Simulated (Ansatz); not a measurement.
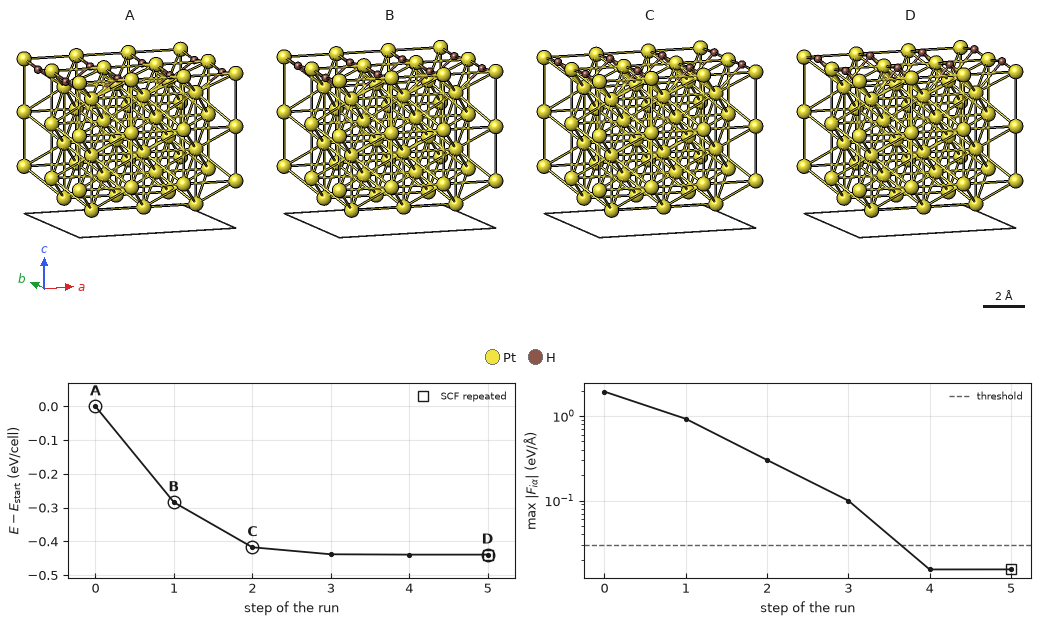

Frames of a constrained relaxation of a slab of composition HPt$_{6}$ (cut from the Fm-3m phase), marked on the history of the run. Style: ball-and-stick. Shown: the 3 × 2 repeat of the cell, outlined in the plane, without the vacuum, slightly off an axis.

Case: H put at a bridge Pt-Pt site. The slab is the (1 1 0) face of Pt with H on it. 3 atoms are held fixed.

Method: Ansatz, DFT PBEsol, scalar-relativistic, plane waves, PAW. Set-up: plane-wave cutoff 420 eV; k-point mesh 10 × 7 × 1; occupations gaussian; smearing width 0.1 eV; no spin polarisation; dipole correction; atoms relaxed in a fixed cell; force threshold 0.03 eV/Å; at most 70 steps.

### What happens along the run?

The largest move is that of the H atom, 0.54 Å along the normal (+c). By element the largest moves are H 0.54 Å, Pt 0.09 Å. The lattice vectors keep their values. Among the contacts that change: H–Pt 1.678 → 2.048 Å, Pt–Pt 2.676 → 2.752 Å, Pt–Pt 2.677 → 2.726 Å, Pt–Pt 2.848 → 2.827 Å. Bond angles that change, for instance: Pt–H–Pt 111.3° → 85.1°, Pt–H–Pt 93.9° → 85.4°. After 4 accepted moves (5 points after the start) the energy has fallen by 0.439 eV per cell of the calculation. Largest force component: 1.9 eV/Å at the start, 0.015 eV/Å at the end. 1 step only repeated the SCF at the same geometry. Cost: 3.1 min on 2 threads of Arm Neoverse V2 (shared host), peak memory 0.69 GiB. From step 0 to 1: the H atom moves most (0.19 Å), energy −0.284 eV per cell of the calculation. From step 1 to 2: the H atom moves most (0.19 Å), energy −0.133 eV per cell of the calculation. From step 2 to 5: the H atom moves most (0.15 Å), energy −21.8 meV per cell of the calculation.

Limits of the set-up: the periodic images lie only 2.8 Å apart, so the values are limited by the cell's size.
